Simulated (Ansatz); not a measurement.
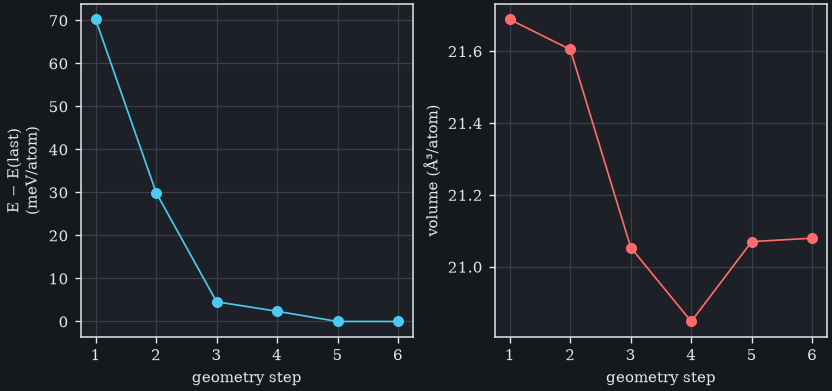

History of a geometry optimisation. Atoms and cell relax. A closing SCF on a freshly chosen basis isn't drawn.

```
crystal:
  lattice:
    - [3.942416518, 0.0, 0.0]
    - [-1.971208259, 3.4142328569, 0.0]
    - [0.0, 0.0, 6.4450472798]
  atoms:
    - { symbol: Mn, position: [0.0, 0.0, 0.0], spin: 4.16 }
    - { symbol: Sb, position: [0.3333333333, 0.6666666667, 0.25] }
    - { symbol: Mn, position: [0.0, 0.0, 0.5], spin: 4.16 }
    - { symbol: Sb, position: [0.6666666667, 0.3333333333, 0.75] }
basis:
  ecutwfc: "450 eV"
kpoints:
  mp_grid: { grid: [12, 12, 6] }
hamiltonian:
  xc: revpbe
scf:
  occupations: { method: gaussian, width: 0.1 }
output:
  forces: true
  eigenvalues: true
  stress: true
magnetization:
  spin_polarized: true
relax:
  adjacent_minimum: "off"
  f_tol: 0.01
  max_steps: 45
  cell: { stress_tol: 0.05 }
```

Run as:
```bash
ansatz run input.yaml --threads 2 --pin off --max-ram 4096MiB --backend cpu --events-out ev --progress --plain --runs-dir out
```

> How did it end, and what did it gain?

The optimisation met its thresholds at geometry 6, counting the start as the first. The energy fell by about 70 meV/atom from the first step to the last. All forces vanish by symmetry, so only the cell moves.

> Was the starting cell too large or too small?

The volume shrinks from 21.69 to 21.08 Å³ per atom (−2.8 %), overshooting to 20.85 at step 4. The start was expanded.
